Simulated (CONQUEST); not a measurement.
## Cu2O: 7 runs along one coordinate

System: Cu2O (Pn-3m, 6 atoms in the cell).
Method: Kohn-Sham DFT of a periodic cell, PBE, PseudoDojo NC PBE, no spin polarisation (CONQUEST 1.3).

The 7 runs differ only in the geometry, by an even scaling of the cell at fixed fractional positions. The structure derives from an entry of the Crystallography Open Database.

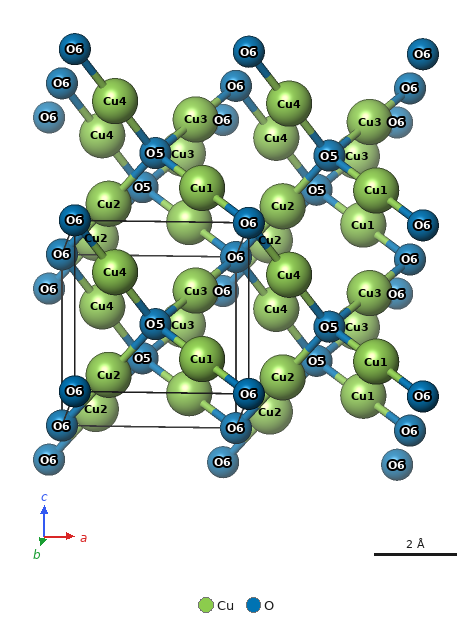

Figure 1. The structure of run 4 (ball-and-stick view of the cell of the calculation, repeated 2 × 2 × 2, seen at an oblique angle; atoms are numbered from 1 in the order of the input).

### Input of run 4
```
IO.Title Cu2O
IO.Coordinates coords.dat
IO.FractionalAtomicCoords T
IO.Iprint 2
IO.Iprint_init 1
General.NumberOfSpecies 2
General.PseudopotentialType hamann
AtomMove.TypeOfRun static
AtomMove.FullStress T
Grid.PointsAlongX 48
Grid.PointsAlongY 48
Grid.PointsAlongZ 48
DM.SolutionMethod diagon
Diag.MPMesh T
Diag.GammaCentred T
Diag.MPMeshX 6
Diag.MPMeshY 6
Diag.MPMeshZ 6
Diag.kT 0.00183747
minE.SCTolerance 1e-6
SC.MaxIters 100
IO.AtomChargeOutput T
%block ChemicalSpeciesLabel
1 63.550 Cu
2 16.000 O
%endblock
```

Command:
```bash
Conquest
```

Lattice vectors (Å) and fractional positions of run 4:
```
   4.260000    0.000000    0.000000
   0.000000    4.260000    0.000000
   0.000000    0.000000    4.260000
Cu  0.750000  0.250000  0.250000
Cu  0.250000  0.750000  0.250000
Cu  0.750000  0.750000  0.750000
Cu  0.250000  0.250000  0.750000
O   0.500000  0.500000  0.500000
O   0.000000  0.000000  0.000000
```

Run 6 has the same physical settings and fractional positions; its lattice vectors (Å) are:
```
   4.316059    0.000000    0.000000
   0.000000    4.316059    0.000000
   0.000000    0.000000    4.316059
```

### Results, with one run withheld

| run | volume per atom (Å³) | free energy per atom, from the lowest run given (meV) | pressure (GPa) | gap on the mesh (eV) |
| --- | --- | --- | --- | --- |
| 1 | 12.112 | 67.51 | 16.03 | 1.16 |
| 2 | 12.369 | 44.67 | 12.38 | 1.10 |
| 3 | 12.627 | 27.23 | 9.33 | 1.04 |
| 4 | 12.885 | 14.46 | 6.43 | 0.99 |
| 5 | 13.142 | 6.01 | 4.06 | 0.94 |
| 6 | 13.400 | ? | ? | ? |
| 7 | 13.658 | 0.00 | −0.25 | 0.84 |

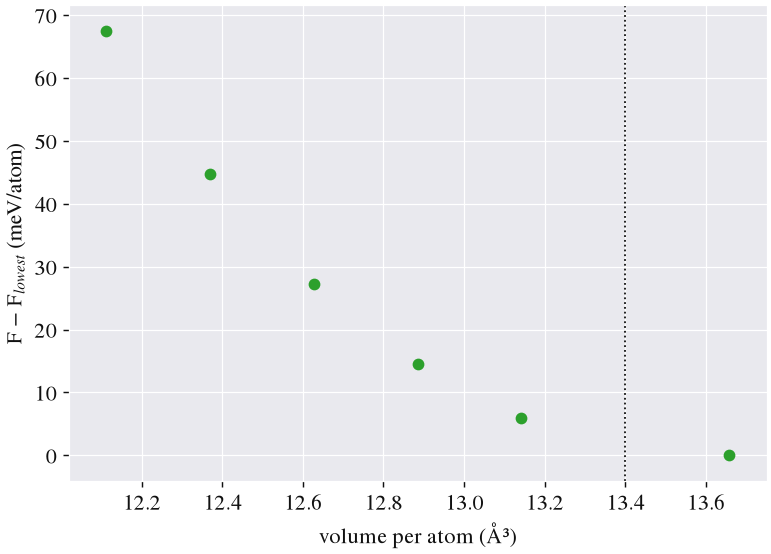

Figure 2. Free energy per atom of the runs given; the dotted line marks run 6.

Fit the runs given and predict run 6.

A cubic polynomial in V^(−2/3) (the Birch–Murnaghan form), fitted to the 6 runs given, misses them by at most 0.04 meV per atom. With x = V^(−2/3) − 0.18292 Å⁻², it reads F = 18.995 + 4976.4 x + 3.3357e+05 x² + 1.0183e+06 x³ (meV per atom). At run 6 it gives 1.32 meV per atom, and the run itself gives 1.24. The slope of the fit gives a pressure −dF/dV of 1.83 GPa there, and the run prints 1.81 GPa. The fit has its minimum at 13.638 Å³ per atom, where V d²F/dV² gives 99.3 GPa: the bulk modulus at this level, since symmetry fixes the shape and the positions. The gap on the mesh goes, without turning, from 1.16 eV in run 1 to 0.84 eV in run 7; run 6 has 0.89 eV. These are gaps of this functional on this mesh, which can miss the band edges; they aren't the measured gap.

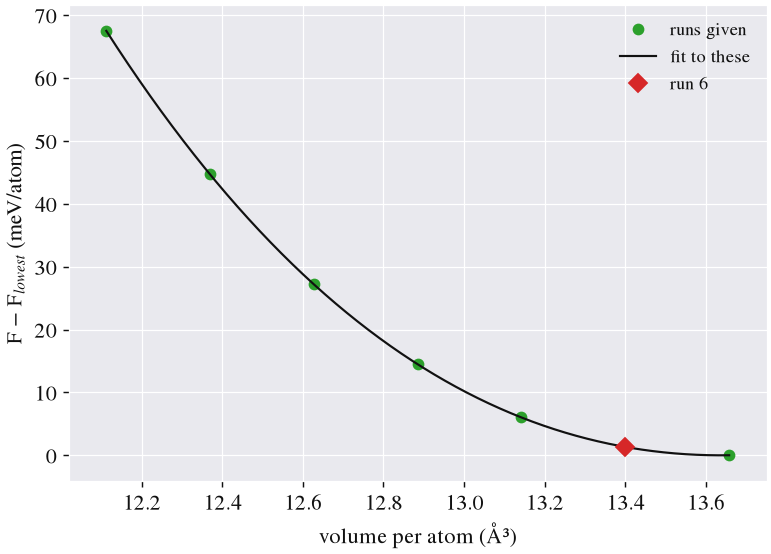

Figure 3. The fit and the withheld run.

### Some lines of the output (run 6)
```
[...]
          DFT Total Energy                 :      -791.344746248378328 Ha
          Free Energy (E-TS)               :      -791.355121428878874 Ha
          DFT Total Energy                 :      -791.354586696441856 Ha
          Free Energy (E-TS)               :      -791.355154479710791 Ha
          DFT Total Energy                 :      -791.354491618123006 Ha
          Free Energy (E-TS)               :      -791.354868078123673 Ha
          DFT Total Energy                 :      -791.354866792947178 Ha
          Free Energy (E-TS)               :      -791.354867756876388 Ha
          DFT Total Energy                 :      -791.354867610459905 Ha
          Free Energy (E-TS)               :      -791.354867730648834 Ha
          DFT Total Energy                 :      -791.354867648862523 Ha
      | Free Energy as E-TS      =      -791.354867730648834 Ha
      |* DFT total energy        =      -791.354867648862523 Ha
    force: Average pressure:      1.81445243 GPa
```

Notes: Points of doubt noted for this run: small atomic basis. With a small basis of atomic orbitals these values can differ much from converged plane-wave results.
